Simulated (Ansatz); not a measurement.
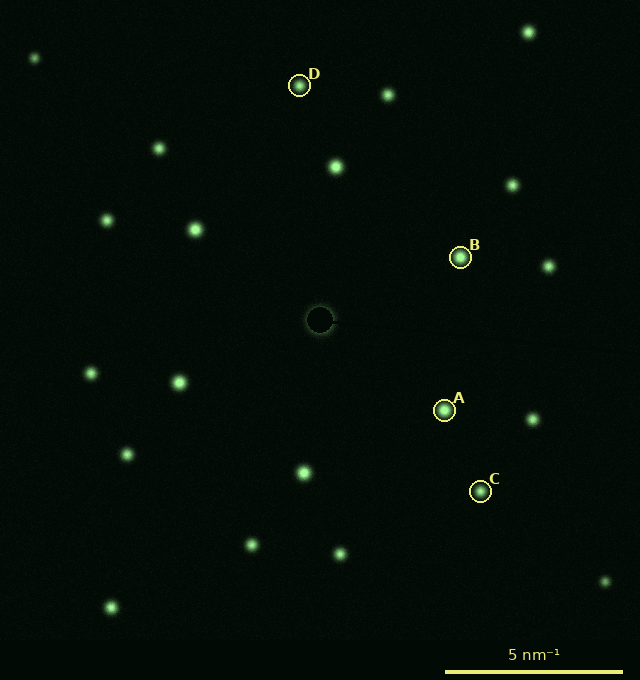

The pattern is a kinematic simulation for 200 kV electrons (no multiple scattering; isotropic B = 0.8 Å²). The zone axis points towards the electron source and the pattern is seen from the source side.

Crystal: Ga, space group Pm-3n (No. 223), a = 5.62 Å. Structure: the input geometry of an electronic-structure calculation (not necessarily at equilibrium); the starting structure was generated, so it need not be a known form of this composition.

Spot A is indexed -1 2 -1 and spot B -2 1 1.

Question: What are the indices of the remaining marked spots?

Answer: C = (5/3)A − (1/3)B = -1 3 -2 (d = 1.502 Å). D = −(5/3)A + (4/3)B = -1 -2 3 (d = 1.502 Å).

Question: Find the zone axis.

Answer: The cross product of A and B is parallel to [111]; every spot obeys hu + kv + lw = 0.

Question: What are the spacings of A and B and the angle between them?

Answer: d(A) = 2.295 Å, d(B) = 2.295 Å, and the angle is 60.0°.
